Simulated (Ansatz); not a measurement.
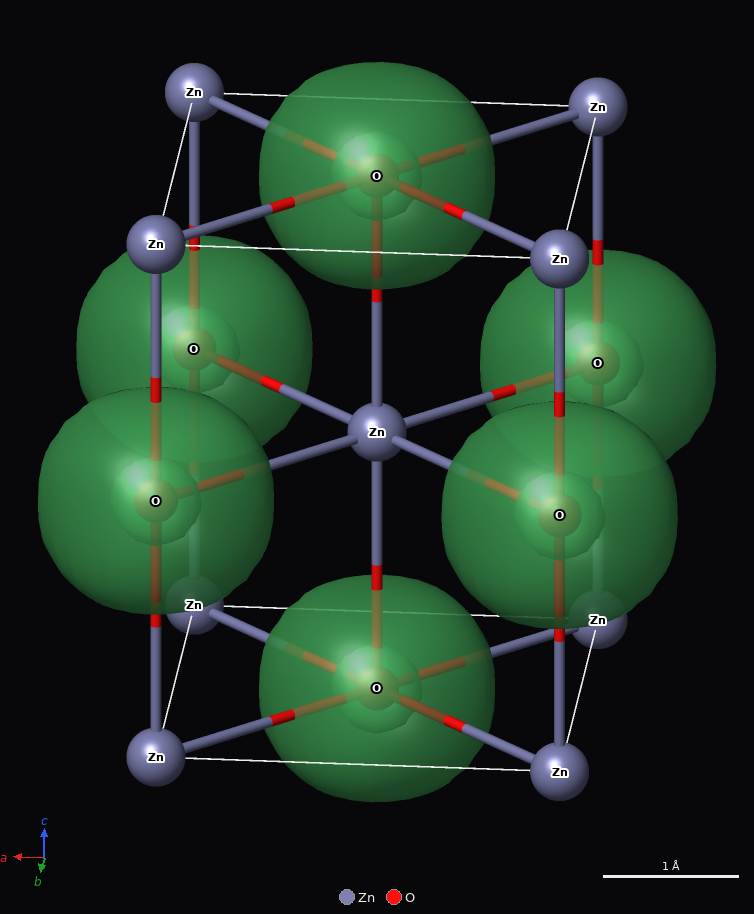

Figure 1: ZnO. Isosurface of the ELF at 0.65 (green), seen at an oblique angle. Only the valence region is drawn (cores and ρ < 0.01 e/Å³ removed). Sticks mark near contacts.

Space group I4/mmm; started from the rocksalt prototype, which need not be the ambient phase; changed on purpose from its base cell (uniaxial x strain -3.5%); computed pressure about 9 GPa in this cell.

Theory: DFT, HSE06, plane waves, PAW in Ansatz.

Core electrons are frozen (PAW), and the valence fields are smoothed inside the atomic spheres.

```yaml
crystal:
  lattice:
    - [0.00000, -2.13377, -2.13377]
    - [0.00000, 2.13377, -2.13377]
    - [4.11818, 0.00000, 0.00000]
  atoms:
    - { symbol: Zn, position: [0.50000, 0.50000, 0.50000] }
    - { symbol: Zn, position: [0.00000, 0.00000, 0.00000] }
    - { symbol: O, position: [0.50000, 0.50000, 0.00000] }
    - { symbol: O, position: [0.00000, 0.00000, 0.50000] }
```

Question: Identify the bonds, lone pairs and shells in this picture.

Answer: The ELF exceeds this value in two regions wrapped around O (the valence shell of each), counted in one cell of 4 atoms. Any copies at cell faces, edges or corners count once. Profiles from the grid: Zn–O (2.06 Å): the ELF peaks at about 0.80 in the valence shell of O, 0.6 Å from its nucleus, and is about 0.20 at the midpoint; no shared electron pair shows on this line. Zn–O (2.13 Å): the ELF peaks at about 0.80 in the valence shell of O, 0.6 Å from its nucleus, and is about 0.15 at the midpoint; no localised pair shows between them.

Question: Does the calculation give a band gap?

Answer: It is gapped, with a Kohn–Sham gap of 2.9 eV on the k-point mesh, an upper bound to the gap of this method.
